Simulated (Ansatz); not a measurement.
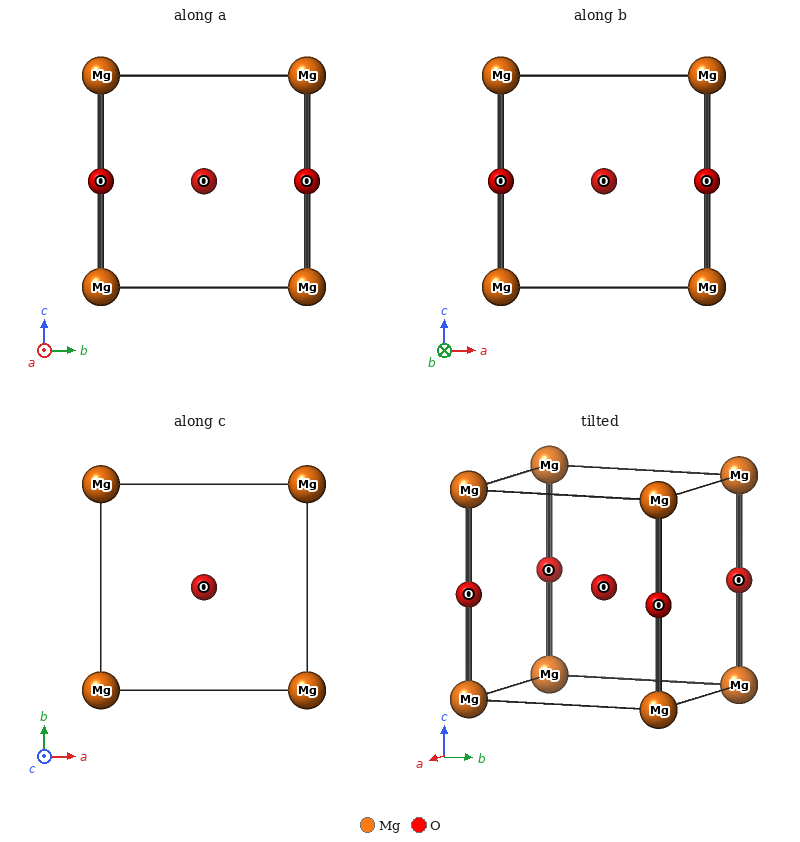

The crystal in a ball-and-stick representation, seen along the a axis, along the b axis, along the c axis and slightly off an axis. The wireframe shows the conventional unit cell.

Lattice parameters: a = 3.5381 Å, b = 3.5381 Å, c = 3.6320 Å, α = 90.000°, β = 90.000°, γ = 90.000°.

**Reconstruct the structure as a CIF in P1 with every atom of the cell.**

```cif
data_structure
_symmetry_space_group_name_H-M 'P 1'
_symmetry_Int_Tables_number 1
_cell_length_a 3.5381
_cell_length_b 3.5381
_cell_length_c 3.6320
_cell_angle_alpha 90.000
_cell_angle_beta 90.000
_cell_angle_gamma 90.000
_cell_volume 45.47
loop_
_atom_site_label
_atom_site_type_symbol
_atom_site_fract_x
_atom_site_fract_y
_atom_site_fract_z
_atom_site_occupancy
Mg1 Mg 0.0000 0.0000 0.0000 1
O1 O 0.0000 0.0000 0.5000 1
O2 O 0.5000 0.5000 0.5000 1
```

The model was built from a random cell made by a generator, so it need not be a real form of the compound. Earlier steps of the study may have refined or changed the cell and positions. It was set up as input for a calculation with Ansatz.
